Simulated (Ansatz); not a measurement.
**Ir: geometry relaxation (part 1 of 2)**

Ir (4 atoms in the cell), computed with DFT PBE, scalar-relativistic, plane waves, PAW, spin-polarised (Ansatz 0.2.0).

The structure derives from an entry of the Crystallography Open Database. It belongs to a series of runs on one base structure; here: ladder chain of atoms. Figures and captions count atoms from 1; the log counts them from 0 in places.

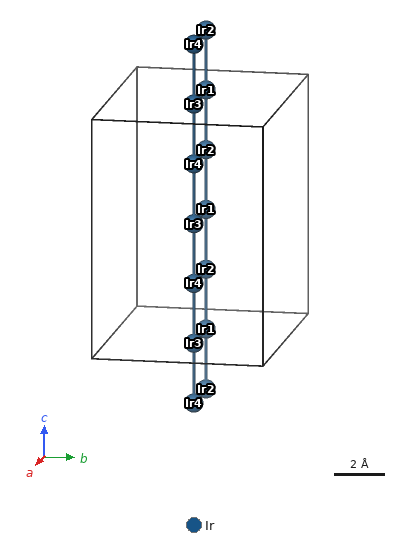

*The input geometry (ball-and-stick view of the 2 repeat of the cell, with the vacuum cut short, seen slightly off an axis; bonded neighbours outside the cell are drawn too; atoms are numbered from 1 in the order of the input).*

Near neighbours in the crystal (not all of them lie inside the picture): Ir has 3 Ir at 2.46 to 2.59 Å.

Key numbers:

| quantity | value |
| --- | --- |
| outcome | converged |
| electrons treated | 68 |
| free energy | −47730.3981 eV |
| Fermi energy | −2.100 eV |
| gap on the k-point mesh | none (metallic) |
| net moment of the cell | 2.27 μB |
| integrated absolute moment | 2.33 μB |
| final volume | 519.81 Å³ |
| largest force (length of the vector) at the end | 0.002 eV/Å |
| hardware | 2 threads of Arm Neoverse V1, 24 GiB of memory available, shared host |
| wall time | 2 min (CPU time 3.9 min) |
| peak memory | 0.85 GiB |

Remarks:

Warnings of the run: the exchange-correlation potential is rough where the density is thin. Spin–orbit coupling is left out, which matters for Ir.

Input:
```yaml
crystal:
  lattice:
    - [11.6, 0.0, 0.0]
    - [0.0, 9.3, 0.0]
    - [0.0, 0.0, 4.9265471241]
  atoms:
    - { symbol: Ir, position: [0.3885156362, 0.5, 0.0], spin: 1.5 }
    - { symbol: Ir, position: [0.3885156362, 0.5, 0.5], spin: 1.5 }
    - { symbol: Ir, position: [0.6114843638, 0.5, 0.0], spin: 1.5 }
    - { symbol: Ir, position: [0.6114843638, 0.5, 0.5], spin: 1.5 }
basis:
  ecutwfc: 420
kpoints:
  mp_grid: { grid: [1, 1, 13] }
hamiltonian:
  xc: pbe
scf:
  occupations: { method: gaussian, width: 0.05 }
output:
  forces: true
  stress: true
  eigenvalues: true
  populations: true
  write_density: true
  write_potential: true
  elf: true
  volumetric_format: npy
magnetization:
  spin_polarized: true
relax:
  adjacent_minimum: "off"
  f_tol: 0.01
  max_steps: 45
  cell: { fix: [a, b, alpha, beta, gamma], stress_tol: 0.03 }
```

Command:
```bash
ansatz run input.yaml --threads 2 --pin off --max-ram 5120MiB --backend cpu --events-out ev --progress --plain --runs-dir out
```

Log:
```
Engine: ansatz 0.2.0, aarch64-unknown-linux-gnu
Pseudopotentials: kind: paw
Pseudopotential: Ir, paw, valence charge 17, recommended cutoff 420 eV (normal), Ir.paw.azcp
Functional definition: PBE
  parameter kappa = 0.804
  parameter beta = 0.06672455060314922
  exchange = pbe_x(kappa = kappa, mu = beta*pi^2/3)
  correlation = pbe_c(beta = beta)
Crystal: 4 atoms, lattice volume = 531.476 Å³
Basis set: ecut = 420 eV, 10401 PW (Γ), exchange–correlation on 160×128×72 points (8 copies of the dense FFT grid, shifted against one another)
Bands: 45, of which v1, the nominal top of the filled ones, is band 34 counted from 1 (33 counted from 0)
Symmetry: 16 space group operations
Space group: Pmmm (ITA 47), of the structure as read, at distance tolerance 8.1e-5 Å
Magnetic group: BNS 47.249 (UNI 347), of the structure as read, at distance tolerance 8.1e-5 Å
k-points: 7 of 13
Non-local potential: Ir, projectors of the file, l = 0: 3, l = 1: 2, l = 2: 2, l = 3: 1
PAW form: soft (Blöchl's): semilocal exchange-correlation on the pseudo side does not see the compensation charge
PAW one-centre angular grid: Ir, 590 points (default); XC on 64 Gauss nodes
Initial density: superposition of atomic densities (neutral atoms: chi_scale 0, normalization atom)
Starting moments: Σ|m| = 6 μB on 4 of 4 sites
Initial wavefunctions: pseudopotential atomic-orbital guess
Functional: x = pbe(κ = 0.804, μ = 0.2195149727645171), c = pbe(β = 0.06672455060314922)
SCF iter   1: F=—  HF=-47728.213497 eV  |F-HF|=—  |Δ(HF+E_count)|=         —  Δρ=1.07e-2 (↑1.07e-2 ↓1.03e-2)  dr2=2.21e0  dr2_m=2.68e-1  M=4.616 μB ∫|m|=4.649 μB  β_m=0.30  ethr=3.10e-3  ⟨swp⟩=6.9  Hψ=2546  notcnv=0  defer=3
Mixer restart at iter 1: flushing history
preconditioner: auto → Resta (q_TF=auto, 1.937 Å⁻¹)  ε∞=4.3  [insulator: Δε(μ)=0.068 eV  Ē_g=5.306 eV  σ=0.050 eV  W_gap=0.65  n_scr=72 (ndim 8)  ℏωp=9.7 eV  f_vac=0.720  D(μ)=4.83/eV (n_scr^D=16)  ε∞_Penn≈4.3  vacuum switching on, ρ_ref=2.0e-3 e/Å³]
spin=Collinear: Resta preconditioning applied to the charge; magnetization (m = ρ↑ − ρ↓) channel mixes plain (no charge-response kernel on spin).
SCF iter   2: F=—  HF=-47728.709483 eV  |F-HF|=—  |Δ(HF+E_count)|=   4.96e-1  Δρ=7.49e-3 (↑7.49e-3 ↓7.32e-3)  dr2=9.04e-1  dr2_m=1.42e-1  M=4.615 μB ∫|m|=4.642 μB  β_m=0.58  ethr=3.10e-3  ⟨swp⟩=2.0  Hψ=823  notcnv=0  defer=10
SCF iter   3: F=—  HF=-47729.480717 eV  |F-HF|=—  |Δ(HF+E_count)|=   7.71e-1  Δρ=3.09e-3 (↑2.92e-3 ↓3.09e-3)  dr2=8.06e-2  dr2_m=3.26e-2  M=4.184 μB ∫|m|=4.216 μB  β_m=0.79  ethr=1.33e-3  ⟨swp⟩=2.6  Hψ=1015  notcnv=0  defer=53
SCF iter   4: F=—  HF=-47729.631733 eV  |F-HF|=—  |Δ(HF+E_count)|=         —  Δρ=3.75e-3 (↑3.75e-3 ↓3.57e-3)  dr2=5.30e-2  dr2_m=5.56e-2  M=3.389 μB ∫|m|=3.438 μB  β_m=0.79  ethr=1.19e-4  ⟨swp⟩=2.4  Hψ=1136  notcnv=0  defer=51
SCF iter   5: F=—  HF=-47729.620818 eV  |F-HF|=—  |Δ(HF+E_count)|=   1.09e-2  Δρ=1.23e-3 (↑1.23e-3 ↓1.21e-3)  dr2=8.40e-3  dr2_m=5.90e-3  M=3.261 μB ∫|m|=3.314 μB  β_m=0.90  ethr=7.79e-5  ⟨swp⟩=2.1  Hψ=1027  notcnv=0  defer=47
SCF iter   6: F=—  HF=-47729.621622 eV  |F-HF|=—  |Δ(HF+E_count)|=   8.05e-4  Δρ=3.61e-4 (↑2.40e-4 ↓3.61e-4)  dr2=4.32e-3  dr2_m=1.20e-4  M=3.275 μB ∫|m|=3.321 μB  β_m=0.78  ethr=1.24e-5  ⟨swp⟩=2.1  Hψ=929  notcnv=0  defer=47
SCF iter   7: F=—  HF=-47729.620850 eV  |F-HF|=—  |Δ(HF+E_count)|=   7.73e-4  Δρ=9.14e-5 (↑9.14e-5 ↓7.90e-5)  dr2=3.16e-4  dr2_m=1.07e-5  M=3.267 μB ∫|m|=3.313 μB  β_m=0.78  ethr=6.35e-6  ⟨swp⟩=2.1  Hψ=833  notcnv=0  defer=47
SCF iter   8: F=—  HF=-47729.620790 eV  |F-HF|=—  |Δ(HF+E_count)|=   5.98e-5  Δρ=3.52e-5 (↑2.50e-5 ↓3.52e-5)  dr2=1.80e-5  dr2_m=2.46e-6  M=3.264 μB ∫|m|=3.310 μB  β_m=0.89  ethr=4.65e-7  ⟨swp⟩=2.0  Hψ=869  notcnv=0  defer=47
SCF iter   9: F=—  HF=-47729.620746 eV  |F-HF|=—  |Δ(HF+E_count)|=   4.42e-5  Δρ=1.56e-5 (↑1.20e-5 ↓1.56e-5)  dr2=3.96e-6  dr2_m=3.55e-7  M=3.264 μB ∫|m|=3.310 μB  β_m=0.81  ethr=2.65e-8  ⟨swp⟩=2.0  Hψ=881  notcnv=0  defer=47
SCF iter  10: F=—  HF=-47729.620745 eV  |F-HF|=—  |Δ(HF+E_count)|=   8.76e-7  Δρ=6.98e-6 (↑4.57e-6 ↓6.98e-6)  dr2=3.40e-7  dr2_m=7.44e-8  M=3.264 μB ∫|m|=3.310 μB  β_m=0.91  ethr=5.82e-9  ⟨swp⟩=2.0  Hψ=781  notcnv=0  defer=47
SCF iter  11: F=—  HF=-47729.620745 eV  |F-HF|=—  |Δ(HF+E_count)|=   6.89e-8  Δρ=5.12e-7 (↑4.30e-7 ↓5.12e-7)  dr2=3.74e-9  dr2_m=3.69e-10  M=3.264 μB ∫|m|=3.310 μB  β_m=0.94  ethr=5.00e-10  ⟨swp⟩=2.0  Hψ=889  notcnv=0  defer=47
SCF iter  12: F=-47729.620745 eV  HF=-47729.620745 eV  |F-HF|=1.09e-10  |Δ(HF+E_count)|=   2.55e-9  Δρ=1.43e-7 (↑1.43e-7 ↓1.20e-7)  dr2=2.95e-10  dr2_m=3.83e-11  M=3.264 μB ∫|m|=3.310 μB  ethr=5.50e-12  ⟨swp⟩=13.4  Hψ=3936  notcnv=0
the search or the solves at the SCF's close seem to have found levels that the self-consistency loop had missed (the run counts 2). By its estimate they hold under 1e-12 electrons; where the run keeps them, the occupations were computed again with them
SCF 1 converged in 12 iterations: F = -47729.620745 eV  dr2 = 2.95e-10
  greatest PAW one-centre occupation: 1.000 electrons in one spin orbital (limit 2), on the Ir atom at site 3 (counted from 0), in its partial waves of l = 0
relax step   1: F+E_penalty+E_count = -47729.62074494 eV  Δ(F+E_penalty+E_count) = +0.000e0 eV  max|allowed force component| = 2.072e0 eV/Å  Δτ_max = 0.0000 Å  P = -2.437 GPa  Ω = 531.476 Å³  fix = [a, b, alpha, beta, gamma]  reactions: a -3.219, b -0.007 GPa  (12 SCF iters, dr2 threshold 1.00e-7 eV, accepted)
Crystal: 4 atoms, lattice volume = 513.992 Å³
Basis set: ecut = 420 eV, 10059 PW (Γ), exchange–correlation on 160×128×72 points (8 copies of the dense FFT grid, shifted against one another)
Initial density: handed on by an earlier stage of this run
Starting moments: Σ|m| = 6 μB on 4 of 4 sites; this step starts from the density that it was given
Initial wavefunctions: those handed on with the density
iter 1 solved again at ethr=1.27e-3 eV; its pass at ethr=3.10e-3 eV (dr2=8.63e-1 eV) is discarded
SCF iter   1: F=—  HF=-47729.860220 eV  |F-HF|=—  |Δ(HF+E_count)|=         —  Δρ=1.20e-2 (↑1.20e-2 ↓1.17e-2)  dr2=8.73e-1  dr2_m=4.51e-1  M=2.019 μB ∫|m|=2.062 μB  β_m=0.30  ethr=1.27e-3  ⟨swp⟩=1.2  Hψ=3121  notcnv=0
preconditioner: auto → LDOS  [metal: Δε(μ)=0.020 eV  Ē_g=6.151 eV  σ=0.050 eV  W_gap=0.22  n_scr=64 (ndim 8)  ℏωp=9.8 eV  f_vac=0.749  D(μ)=9.87/eV (n_scr^D=60)]
spin=Collinear: LDOS preconditioning applied to the charge; magnetization (m = ρ↑ − ρ↓) channel mixes plain (no charge-response kernel on spin).
SCF iter   2: F=—  HF=-47729.838711 eV  |F-HF|=—  |Δ(HF+E_count)|=   2.15e-2  Δρ=9.18e-3 (↑9.18e-3 ↓7.36e-3)  dr2=1.35e-1  dr2_m=2.49e-1  M=1.982 μB ∫|m|=2.026 μB  β_m=0.44  ethr=1.27e-3  ⟨swp⟩=2.1  Hψ=1016  notcnv=0
preconditioner: auto → Resta (q_TF=auto, 1.948 Å⁻¹)  ε∞=3.6  [insulator: Δε(μ)=0.051 eV  Ē_g=6.084 eV  σ=0.050 eV  W_gap=0.53  n_scr=64 (ndim 8)  ℏωp=9.8 eV  f_vac=0.748  D(μ)=6.36/eV (n_scr^D=30)  ε∞_Penn≈3.6  vacuum switching on, ρ_ref=2.7e-3 e/Å³]
spin=Collinear: Resta preconditioning applied to the charge; magnetization (m = ρ↑ − ρ↓) channel mixes plain (no charge-response kernel on spin).
SCF iter   3: F=—  HF=-47729.924801 eV  |F-HF|=—  |Δ(HF+E_count)|=   8.61e-2  Δρ=3.93e-3 (↑3.93e-3 ↓3.71e-3)  dr2=2.13e-2  dr2_m=5.45e-2  M=1.884 μB ∫|m|=1.923 μB  β_m=0.61  ethr=1.99e-4  ⟨swp⟩=2.0  Hψ=1089  notcnv=0  defer=48
SCF iter   4: F=—  HF=-47729.962856 eV  |F-HF|=—  |Δ(HF+E_count)|=   3.81e-2  Δρ=6.02e-4 (↑6.01e-4 ↓6.02e-4)  dr2=1.21e-3  dr2_m=1.32e-3  M=1.795 μB ∫|m|=1.833 μB  β_m=0.66  ethr=3.13e-5  ⟨swp⟩=2.2  Hψ=1152  notcnv=0  defer=48
SCF iter   5: F=—  HF=-47729.964226 eV  |F-HF|=—  |Δ(HF+E_count)|=   1.37e-3  Δρ=1.64e-4 (↑1.64e-4 ↓1.64e-4)  dr2=1.76e-4  dr2_m=8.19e-5  M=1.786 μB ∫|m|=1.823 μB  β_m=0.80  ethr=1.77e-6  ⟨swp⟩=2.0  Hψ=941  notcnv=0  defer=48
SCF iter   6: F=—  HF=-47729.964337 eV  |F-HF|=—  |Δ(HF+E_count)|=   1.11e-4  Δρ=3.73e-5 (↑3.50e-5 ↓3.73e-5)  dr2=1.18e-5  dr2_m=4.53e-6  M=1.786 μB ∫|m|=1.822 μB  β_m=0.85  ethr=2.59e-7  ⟨swp⟩=2.4  Hψ=980  notcnv=0  defer=48
SCF iter   7: F=—  HF=-47729.964343 eV  |F-HF|=—  |Δ(HF+E_count)|=   6.41e-6  Δρ=9.00e-6 (↑9.00e-6 ↓6.86e-6)  dr2=5.28e-7  dr2_m=1.78e-7  M=1.787 μB ∫|m|=1.822 μB  β_m=0.92  ethr=1.74e-8  ⟨swp⟩=2.0  Hψ=936  notcnv=0  defer=48
SCF iter   8: F=—  HF=-47729.964344 eV  |F-HF|=—  |Δ(HF+E_count)|=   9.72e-7  Δρ=1.82e-6 (↑1.82e-6 ↓1.28e-6)  dr2=1.25e-8  dr2_m=8.34e-9  M=1.787 μB ∫|m|=1.822 μB  β_m=0.96  ethr=7.77e-10  ⟨swp⟩=2.6  Hψ=1200  notcnv=0  defer=48
SCF iter   9: F=-47729.964344 eV  HF=-47729.964344 eV  |F-HF|=1.89e-9  |Δ(HF+E_count)|=   6.76e-9  Δρ=3.66e-7 (↑3.66e-7 ↓2.59e-7)  dr2=1.83e-9  dr2_m=9.75e-11  M=1.787 μB ∫|m|=1.822 μB  ethr=1.85e-11  ⟨swp⟩=12.6  Hψ=4356  notcnv=0
SCF 2 converged in 9 iterations: F = -47729.964344 eV  dr2 = 1.83e-9
[... from here on the iterations of each SCF are left out, up to the last one ...]
relax step   2: F+E_penalty+E_count = -47729.96434446 eV  Δ(F+E_penalty+E_count) = -3.436e-1 eV  max|allowed force component| = 3.205e0 eV/Å  Δτ_max = 0.1950 Å  P = +2.293 GPa  Ω = 513.992 Å³  energy of the carried Pulay correction = +9.220e-4 eV  fix = [a, b, alpha, beta, gamma]  reactions: a +4.396, b -0.006 GPa  (9 SCF iters, dr2 threshold 4.00e-7 eV, accepted)
Crystal: 4 atoms, lattice volume = 517.264 Å³
Basis set: ecut = 420 eV, 10121 PW (Γ), exchange–correlation on 160×128×72 points (8 copies of the dense FFT grid, shifted against one another)
preconditioner: auto → LDOS  [metal: Δε(μ)=0.023 eV  Ē_g=5.549 eV  σ=0.050 eV  W_gap=0.25  n_scr=64 (ndim 8)  ℏωp=9.8 eV  f_vac=0.737  D(μ)=12.33/eV (n_scr^D=74)]
spin=Collinear: LDOS preconditioning applied to the charge; magnetization (m = ρ↑ − ρ↓) channel mixes plain (no charge-response kernel on spin).
the search or the solves at the SCF's close seem to have found levels that the self-consistency loop had missed (the run counts 2). By its estimate they hold under 1e-12 electrons; where the run keeps them, the occupations were computed again with them
SCF 3 converged in 9 iterations: F = -47730.277894 eV  dr2 = 1.06e-7
relax step   3: F+E_penalty+E_count = -47730.27789373 eV  Δ(F+E_penalty+E_count) = -3.135e-1 eV  max|allowed force component| = 8.037e-1 eV/Å  Δτ_max = 0.1249 Å  P = -0.728 GPa  Ω = 517.264 Å³  energy of the carried Pulay correction = +7.471e-4 eV  fix = [a, b, alpha, beta, gamma]  reactions: a -1.208, b -0.007 GPa  (9 SCF iters, dr2 threshold 4.00e-7 eV, accepted)
Crystal: 4 atoms, lattice volume = 515.793 Å³
Basis set: ecut = 420 eV, 10091 PW (Γ), exchange–correlation on 160×128×72 points (8 copies of the dense FFT grid, shifted against one another)
eigensolver tolerance schedule calibrated: the retry pair's looser diagonalisation under-reported the residual by θ = 0.22 (0.10/decade); ethr = c·dr2/N_el runs at the constant in force after the calibration composes with the one it found (an armed cap, an earlier calibration), c = 9.2e-2
preconditioner: auto → LDOS  [metal: Δε(μ)=0.040 eV  Ē_g=5.639 eV  σ=0.050 eV  W_gap=0.41  n_scr=64 (ndim 8)  ℏωp=9.8 eV  f_vac=0.740  D(μ)=9.13/eV (n_scr^D=52)]
spin=Collinear: LDOS preconditioning applied to the charge; magnetization (m = ρ↑ − ρ↓) channel mixes plain (no charge-response kernel on spin).
SCF 4 converged in 10 iterations: F = -47730.343808 eV  dr2 = 1.01e-9
relax step   4: F+E_penalty+E_count = -47730.34380844 eV  Δ(F+E_penalty+E_count) = -6.591e-2 eV  max|allowed force component| = 5.441e-1 eV/Å  Δτ_max = 0.0243 Å  P = -0.313 GPa  Ω = 515.793 Å³  energy of the carried Pulay correction = +8.256e-4 eV  fix = [a, b, alpha, beta, gamma]  reactions: a -0.802, b -0.007 GPa  (10 SCF iters, dr2 threshold 4.00e-7 eV, accepted)
Crystal: 4 atoms, lattice volume = 517.339 Å³
preconditioner: auto → LDOS  [metal: Δε(μ)=0.042 eV  Ē_g=5.879 eV  σ=0.050 eV  W_gap=0.40  n_scr=64 (ndim 8)  ℏωp=9.8 eV  f_vac=0.745  D(μ)=7.44/eV (n_scr^D=38)]
spin=Collinear: LDOS preconditioning applied to the charge; magnetization (m = ρ↑ − ρ↓) channel mixes plain (no charge-response kernel on spin).
SCF 5 converged in 9 iterations: F = -47730.340018 eV  dr2 = 2.23e-9
relax step   5: F+E_penalty+E_count = -47730.34001771 eV  Δ(F+E_penalty+E_count) = +3.791e-3 eV  max|allowed force component| = 1.058e0 eV/Å  Δτ_max = 0.0599 Å  P = +0.799 GPa  Ω = 517.339 Å³  energy of the carried Pulay correction = +7.431e-4 eV  fix = [a, b, alpha, beta, gamma]  (9 SCF iters, dr2 threshold 4.00e-7 eV, rejected (line search))
Crystal: 4 atoms, lattice volume = 518.419 Å³
Basis set: ecut = 420 eV, 10133 PW (Γ), exchange–correlation on 160×128×72 points (8 copies of the dense FFT grid, shifted against one another)
eigensolver tolerance schedule calibrated: the retry pair's looser diagonalisation under-reported the residual by θ = 0.21 (0.10/decade); ethr = c·dr2/N_el runs at the constant in force after the calibration composes with the one it found (an armed cap, an earlier calibration), c = 9.9e-2
preconditioner: auto → Resta (q_TF=auto, 1.945 Å⁻¹)  ε∞=3.9  [insulator: Δε(μ)=0.050 eV  Ē_g=5.705 eV  σ=0.050 eV  W_gap=0.52  n_scr=64 (ndim 8)  ℏωp=9.8 eV  f_vac=0.743  D(μ)=6.75/eV (n_scr^D=30)  ε∞_Penn≈3.9  vacuum switching on, ρ_ref=2.4e-3 e/Å³]
spin=Collinear: Resta preconditioning applied to the charge; magnetization (m = ρ↑ − ρ↓) channel mixes plain (no charge-response kernel on spin).
SCF 6 converged in 11 iterations: F = -47730.397338 eV  dr2 = 3.70e-12
relax step   6: F+E_penalty+E_count = -47730.39733760 eV  Δ(F+E_penalty+E_count) = -5.353e-2 eV  max|allowed force component| = 1.132e-1 eV/Å  Δτ_max = 0.0299 Å  P = +0.005 GPa  Ω = 518.419 Å³  energy of the carried Pulay correction = +6.856e-4 eV  fix = [a, b, alpha, beta, gamma]  reactions: a -0.155, b -0.006 GPa  (11 SCF iters, accepted)
Crystal: 4 atoms, lattice volume = 520.844 Å³
Basis set: ecut = 420 eV, 10173 PW (Γ), exchange–correlation on 160×128×72 points (8 copies of the dense FFT grid, shifted against one another)
preconditioner: auto → LDOS  [metal: Δε(μ)=0.019 eV  Ē_g=5.707 eV  σ=0.050 eV  W_gap=0.21  n_scr=18 (ndim 8)  ℏωp=9.8 eV  f_vac=0.744  D(μ)=6.75/eV (n_scr^D=30)]
spin=Collinear: LDOS preconditioning applied to the charge; magnetization (m = ρ↑ − ρ↓) channel mixes plain (no charge-response kernel on spin).
SCF 7 converged in 7 iterations: F = -47730.398000 eV  dr2 = 1.94e-8
relax step   7: F+E_penalty+E_count = -47730.39800018 eV  Δ(F+E_penalty+E_count) = -6.626e-4 eV  max|allowed force component| = 7.059e-2 eV/Å  Δτ_max = 0.0072 Å  P = -0.011 GPa  Ω = 520.844 Å³  energy of the carried Pulay correction = +5.570e-4 eV  fix = [a, b, alpha, beta, gamma]  reactions: a +0.110, b -0.006 GPa  (7 SCF iters, dr2 threshold 4.00e-7 eV, accepted)
Crystal: 4 atoms, lattice volume = 519.808 Å³
Basis set: ecut = 420 eV, 10137 PW (Γ), exchange–correlation on 160×128×72 points (8 copies of the dense FFT grid, shifted against one another)
preconditioner: auto → LDOS  [metal: Δε(μ)=0.021 eV  Ē_g=5.698 eV  σ=0.050 eV  W_gap=0.23  n_scr=18 (ndim 8)  ℏωp=9.8 eV  f_vac=0.744  D(μ)=6.62/eV (n_scr^D=30)]
spin=Collinear: LDOS preconditioning applied to the charge; magnetization (m = ρ↑ − ρ↓) channel mixes plain (no charge-response kernel on spin).
SCF 8 converged in 7 iterations: F = -47730.398928 eV  dr2 = 4.36e-9
relax step   8: F+E_penalty+E_count = -47730.39892822 eV  Δ(F+E_penalty+E_count) = -9.280e-4 eV  max|allowed force component| = 2.201e-3 eV/Å  Δτ_max = 0.0028 Å  P = +0.000 GPa  Ω = 519.808 Å³  energy of the carried Pulay correction = +6.118e-4 eV  fix = [a, b, alpha, beta, gamma]  reactions: a +0.012, b -0.006 GPa  (7 SCF iters, dr2 threshold 3.11e-7 eV, accepted)
Initial wavefunctions: pseudopotential atomic-orbital guess (no wavefunctions were taken with the density)
iter 1 solved again at ethr=8.16e-7 eV; its pass at ethr=3.10e-3 eV (dr2=5.55e-4 eV) is discarded
SCF iter   1: F=—  HF=-47730.397961 eV  |F-HF|=—  |Δ(HF+E_count)|=         —  Δρ=1.81e-5 (↑1.81e-5 ↓1.68e-5)  dr2=1.51e-6  dr2_m=3.48e-8  M=2.269 μB ∫|m|=2.328 μB  β_m=0.65  ethr=8.16e-7  ⟨swp⟩=3.5  Hψ=4244  notcnv=0
eigensolver tolerance schedule: the retry pair's looser diagonalisation over-reported the residual by 367.57 of it (diagonalisation noise at 0.11 of the residual, at the tolerance the schedule requests for it); recorded, not acted on — ethr = c·dr2/N_el stays at c = 1.0e-1
preconditioner: auto → LDOS  [metal: Δε(μ)=0.030 eV  Ē_g=5.703 eV  σ=0.050 eV  W_gap=0.33  n_scr=18 (ndim 8)  ℏωp=9.8 eV  f_vac=0.744  D(μ)=6.45/eV (n_scr^D=30)]
spin=Collinear: LDOS preconditioning applied to the charge; magnetization (m = ρ↑ − ρ↓) channel mixes plain (no charge-response kernel on spin).
SCF iter   2: F=—  HF=-47730.398112 eV  |F-HF|=—  |Δ(HF+E_count)|=   1.51e-4  Δρ=5.96e-6 (↑5.96e-6 ↓5.46e-6)  dr2=1.72e-7  dr2_m=5.18e-9  M=2.269 μB ∫|m|=2.328 μB  β_m=0.52  ethr=2.21e-9  ⟨swp⟩=2.9  Hψ=1148  notcnv=0
SCF iter   3: F=—  HF=-47730.398112 eV  |F-HF|=—  |Δ(HF+E_count)|=   2.14e-7  Δρ=2.84e-6 (↑2.84e-6 ↓2.32e-6)  dr2=4.65e-8  dr2_m=4.91e-9  M=2.269 μB ∫|m|=2.328 μB  β_m=0.65  ethr=2.52e-10  ⟨swp⟩=2.1  Hψ=871  notcnv=0
SCF iter   4: F=—  HF=-47730.398113 eV  |F-HF|=—  |Δ(HF+E_count)|=   5.59e-8  Δρ=8.91e-7 (↑8.91e-7 ↓7.70e-7)  dr2=5.95e-9  dr2_m=1.95e-9  M=2.269 μB ∫|m|=2.328 μB  β_m=0.69  ethr=6.84e-11  ⟨swp⟩=2.0  Hψ=869  notcnv=0
SCF iter   5: F=—  HF=-47730.398113 eV  |F-HF|=—  |Δ(HF+E_count)|=   3.00e-9  Δρ=4.81e-7 (↑4.81e-7 ↓3.35e-7)  dr2=1.37e-9  dr2_m=5.84e-10  M=2.269 μB ∫|m|=2.328 μB  β_m=0.80  ethr=8.75e-12  ⟨swp⟩=2.2  Hψ=978  notcnv=0
SCF iter   6: F=—  HF=-47730.398113 eV  |F-HF|=—  |Δ(HF+E_count)|=  5.89e-10  Δρ=7.70e-8 (↑7.70e-8 ↓6.53e-8)  dr2=3.01e-11  dr2_m=1.44e-11  M=2.269 μB ∫|m|=2.328 μB  β_m=0.90  ethr=2.01e-12  ⟨swp⟩=2.0  Hψ=963  notcnv=0
SCF iter   7: F=-47730.398113 eV  HF=-47730.398113 eV  |F-HF|=7.28e-12  |Δ(HF+E_count)|=  5.09e-11  Δρ=2.68e-8 (↑2.68e-8 ↓9.86e-9)  dr2=2.62e-12  dr2_m=1.23e-12  M=2.269 μB ∫|m|=2.328 μB  ethr=1.00e-12  ⟨swp⟩=5.9  Hψ=2918  notcnv=0
SCF 9 converged in 7 iterations: F = -47730.398113 eV  dr2 = 2.62e-12
relax step   9: F+E_penalty+E_count = -47730.39811251 eV  Δ(F+E_penalty+E_count) = +8.157e-4 eV  max|allowed force component| = 2.137e-3 eV/Å  Δτ_max = 0.0000 Å  P = +0.002 GPa  Ω = 519.808 Å³  fix = [a, b, alpha, beta, gamma]  reactions: a +0.014, b -0.007 GPa  stress off target by 1.36e-3 GPa on what of the cell is left free  SCF on the basis re-selected at this cell (its energy is not comparable with the rows above)  (7 SCF iters)
```

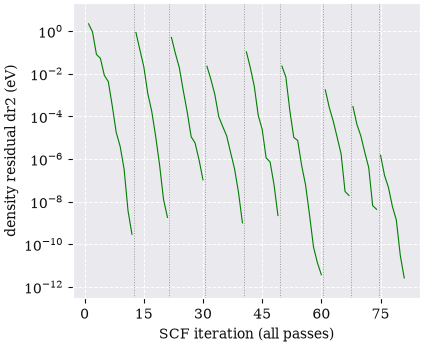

*Convergence of the self-consistent field: density residual dr2 against the SCF iteration. The dotted lines part the SCF passes of the relaxation: geometry steps, rejected trials and re-solves on a re-selected basis.*

The 9 passes take 7 to 12 iterations each, 81 in all.
